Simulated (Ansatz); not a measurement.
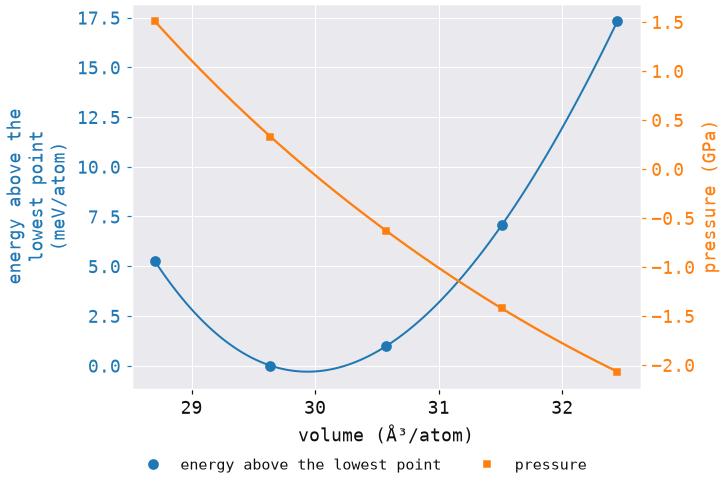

The figure shows the energy above the lowest point and pressure against volume for Tl, space group Fm-3m (No. 225) (one of a set of cubic test structures, which need not be the stable phase).

Calculation (Ansatz 0.2.0 development build): equation of state of a cubic crystal from periodic Kohn-Sham density functional theory without spin, third-order Birch-Murnaghan fit to the free energies; pressure corrected for the finite basis. Level: r2SCAN, no spin-orbit coupling.

- structure type: fcc
- atoms in cell: 1
- space group number: 225
- lattice centring: face-centred primitive
- k mesh: 12×12×12
- occupation method: Fermi–Dirac
- occupation width: 0.1 eV
- wave cutoff: 500 eV
- datasets: soft-1 PAW
- density tolerance: 1e−07 eV
- bands: 11
- density cutoff ratio: 4
- search for lower states: default

What equilibrium volume and bulk modulus follow from the curve?

A third-order Birch–Murnaghan fit gives V0 = 29.94 Å³/atom, B0 = 31.9 GPa and B′ = 5.4.

How does the pressure vary with volume?

It falls from 1.508 GPa at volume 28.70 Å³/atom to −2.069 GPa at 32.45 Å³/atom, and changes sign near 29.96 Å³/atom.

Caveats: cubic model structure, not the ambient form; no spin-orbit coupling with 6p elements.
